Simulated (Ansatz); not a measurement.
Ge

```cif
data_structure
_symmetry_space_group_name_H-M 'P 1'
_symmetry_Int_Tables_number 1
_cell_length_a 6.6027
_cell_length_b 3.9956
_cell_length_c 14.8413
_cell_angle_alpha 90.000
_cell_angle_beta 90.000
_cell_angle_gamma 90.000
_cell_volume 391.55
loop_
_atom_site_label
_atom_site_type_symbol
_atom_site_fract_x
_atom_site_fract_y
_atom_site_fract_z
_atom_site_occupancy
Ge1 Ge 0.93702 0.00000 0.11141 1
Ge2 Ge 0.93702 0.50000 0.81087 1
Ge3 Ge 0.93702 0.00000 0.57772 1
Ge4 Ge 0.93702 0.50000 0.34456 1
Ge5 Ge 0.43702 0.50000 0.18913 1
Ge6 Ge 0.43702 0.00000 0.88859 1
Ge7 Ge 0.43702 0.50000 0.65544 1
Ge8 Ge 0.43702 0.00000 0.42228 1
Ge9 Ge 0.56298 0.00000 0.11141 1
Ge10 Ge 0.56298 0.50000 0.81087 1
Ge11 Ge 0.56298 0.00000 0.57772 1
Ge12 Ge 0.56298 0.50000 0.34456 1
Ge13 Ge 0.06298 0.50000 0.18913 1
Ge14 Ge 0.06298 0.00000 0.88859 1
Ge15 Ge 0.06298 0.50000 0.65544 1
Ge16 Ge 0.06298 0.00000 0.42228 1
```

Space group Pmma; a structure from a database of computed crystals, not necessarily the ambient phase; not relaxed (largest force 1.0 eV/Å).

These are results of DFT r2SCAN, scalar-relativistic, plane waves, PAW (Ansatz), not measurements.

In a PAW calculation such maps are meaningful between the atoms, not at the nuclei.

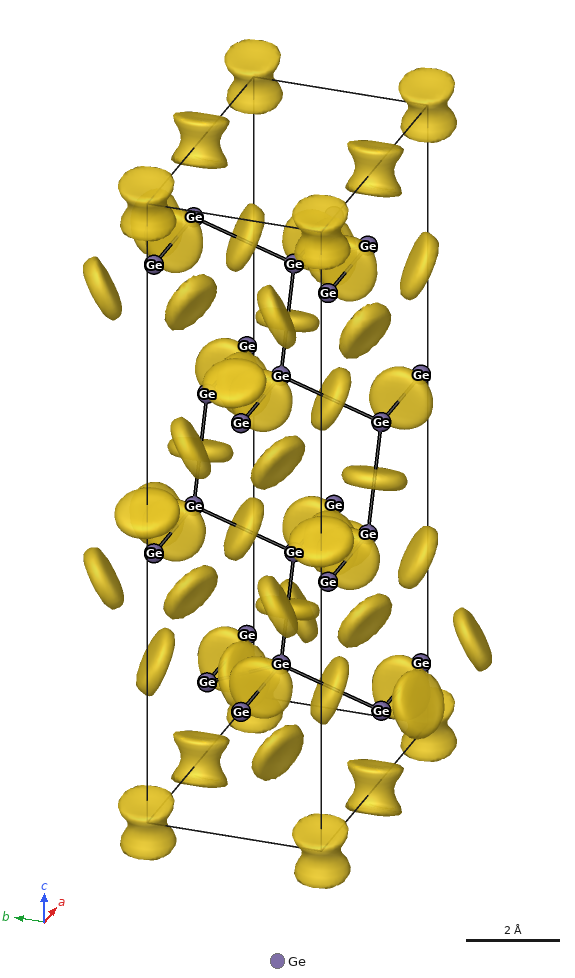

Figure 1. Isosurface of the ELF at 0.65 (yellow), seen at an oblique angle. Core shells and regions of very low density are left out. Sticks mark near contacts.

Q: Identify the bonds, lone pairs and shells in this picture.

A: The ELF exceeds this value in 30 regions between bonded Ge–Ge atoms and two pockets between the atoms, centred on no nucleus (multi-centre or interstitial), counted in one cell of 16 atoms. Any copies at cell faces, edges or corners count once. Profiles from the grid: Ge–Ge (2.45 Å): the ELF peaks at about 0.75 between the atoms.

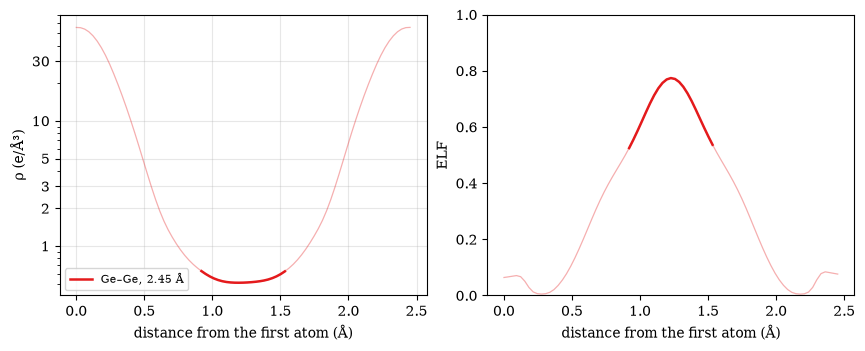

Figure 2. Valence charge density (pseudo) and electron localisation function along straight lines between neighbouring atoms. Thin, pale parts lie inside the atomic spheres.

Q: What can be read from the curves?

A: Ge–Ge (2.45 Å): ρ at the midpoint is about 0.51 e/Å³; the ELF peaks at about 0.75 between the atoms.

Q: Does the calculation give a band gap?

A: It is gapless in this calculation (a metal or semimetal).
